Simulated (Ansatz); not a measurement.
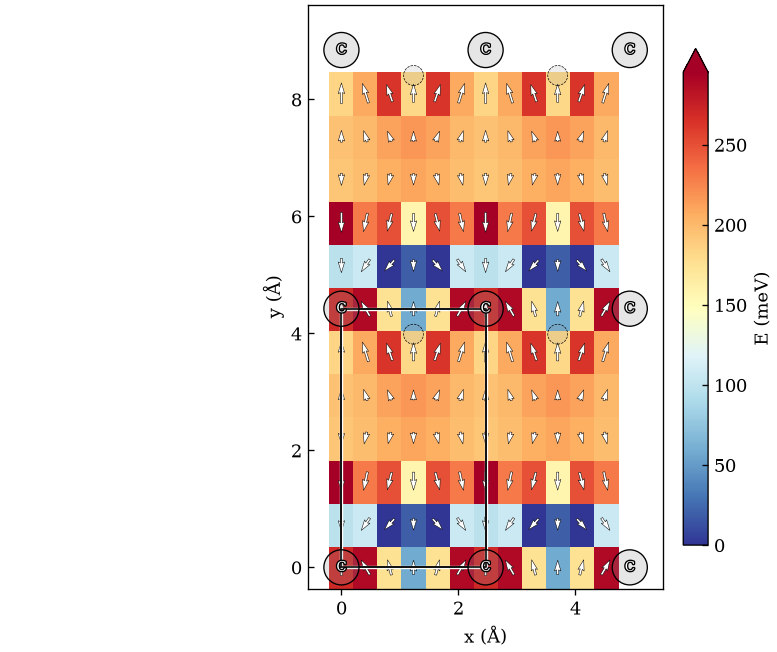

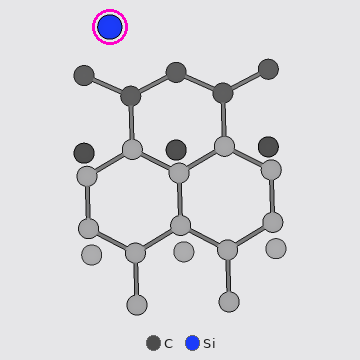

Energy landscape of Si on a C(10−1) slab cut from the C2/m phase, its upper half relaxed before the scan (16 atoms of substrate and one adsorbate in a 2 × 1 cell). Si is moved over the surface cell at a fixed height above a rigid substrate; the origin of the map has the adsorbate above C15; the height is held at 3.40 Å. Places are given modulo a cell vector. The map is drawn in real space over the plane of the surface. Grid: 6 × 6 points; 24 points were computed and 12 follow by symmetry. Places are given in fractions of the 1 × 1 surface cell. Energies are in meV, from the lowest grid point. Energies and slopes of some neighbouring points disagree (a jump in structure or state, or too coarse a mesh). The magnetic moment jumps between some neighbouring points. At a fixed height the lowest place need not be the adsorption site. Computed with Ansatz, DFT PBE+D3(BJ), scalar-relativistic, plane waves, PAW. Settings: cutoff 420 eV, k-mesh 6×6×1, gaussian smearing 0.05 eV, spin-polarised.

Drawn: one coloured cell a grid point, arrows along the force (downhill), their lengths compressed, labelled circles for the atoms of the top layer and small ones for the second layer, the outline of one cell of the 2 × 2 shown, one colour for all values above the top of the scale. The second picture is the structure at the lowest point; rings mark the moved atoms.

**Where are the lowest and the highest points?**

The lowest grid point is at (2/6, 1/6) of the cell vectors [nearest 1 C at 3.57 Å]. The same energy is found at (4/6, 1/6) of the cell vectors [nearest 1 C at 3.57 Å]. The highest grid point, (0/6, 2/6) of the cell vectors [nearest 1 C at 3.71 Å], lies 295 meV above the lowest. At the lowest point the adsorbate has 1 C at 3.57 Å as nearest neighbours, at the highest 1 C at 3.71 Å.

Each point was launched as `ansatz run input.yaml --threads 2 --pin off --max-ram 6144MiB --backend cpu --events-out ev --progress --plain --runs-dir out`. The whole map (24 points run) took 19 min on 2 threads of AMD EPYC 9R45 96-Core Processor (Zen 5), on a shared host.

PAW datasets: the set soft_1.
